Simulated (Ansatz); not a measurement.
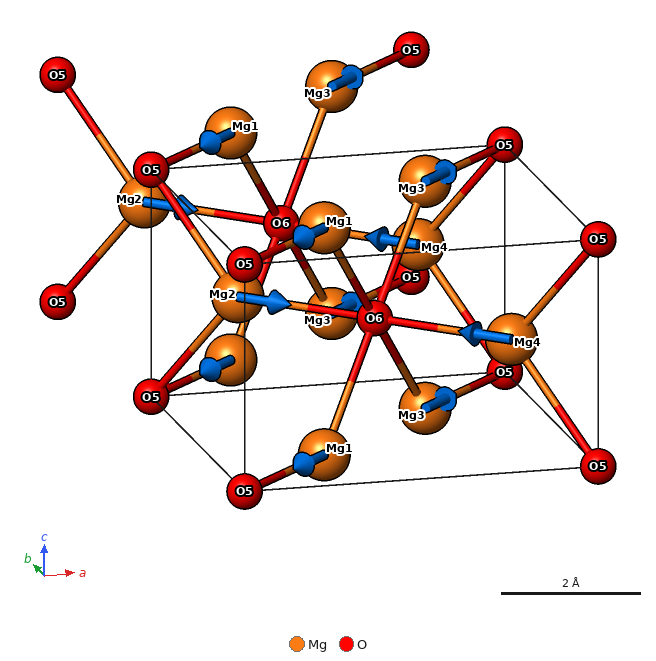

This is a relaxation of solid Mg2O (built on the rutile_136 type) (coarse preliminary run). The starting structure is drawn; blue arrows show the displacements (the part carried along by the change of the cell is left out), magnified 10 times.

The picture is a ball-and-stick view of the cell of the calculation, repeated 1 × 2 × 1 with one cell outlined, seen slightly off an axis.

Case: anti-rutile type (P4_2/mnm, No. 136).

Computed with Ansatz, DFT PBE, scalar-relativistic, plane waves, PAW. (plane-wave cutoff 420 eV; k-point mesh 4 × 4 × 6; occupations gaussian; smearing width 0.1 eV; no spin polarisation; cell and atoms relaxed; force threshold 0.04 eV/Å; at most 70 steps)

Question: Which element moves most?

Answer: Magnesium: up to 0.091 Å, against 0.000 Å for oxygen.

Question: Describe the change and its energy.

Answer: The largest moves relative to the cell, 0.091 Å, are those of Mg1, Mg2, Mg3 and Mg4. Mg1 goes along [−1 −1 0]. O stays in place. Cell: a = b 5.290 → 5.242 Å (−0.9 %), c 3.407 → 3.135 Å (−8.0 %). Volume −9.6 %. Near-neighbour distances that change, for instance: Mg1–O5 2.289 → 2.177 Å, Mg1–O6 2.238 → 2.190 Å. Bond angles that change, for instance: Mg1–O6–Mg1 99.1° → 91.4°, O5–Mg2–O5 99.1° → 91.4°, Mg1–O6–Mg3 80.9° → 88.6°. The space group stays P4_2/mnm (No. 136). The energy falls by 70.5 meV per atom in 3 accepted moves (4 points after the start). The largest force component goes from 0.35 to 0.011 eV/Å. Pressure: −5.49 GPa at the start and −0.14 GPa at the end. The SCF was repeated once at an unchanged geometry on a basis and grid sized afresh for the cell, which shifted the energy by 1.2 meV per atom at most. The run took 16 s on 1 thread of Intel(R) Xeon(R) Platinum 8375C CPU @ 2.90GHz (Ice Lake) (shared host), peak memory 0.42 GiB.
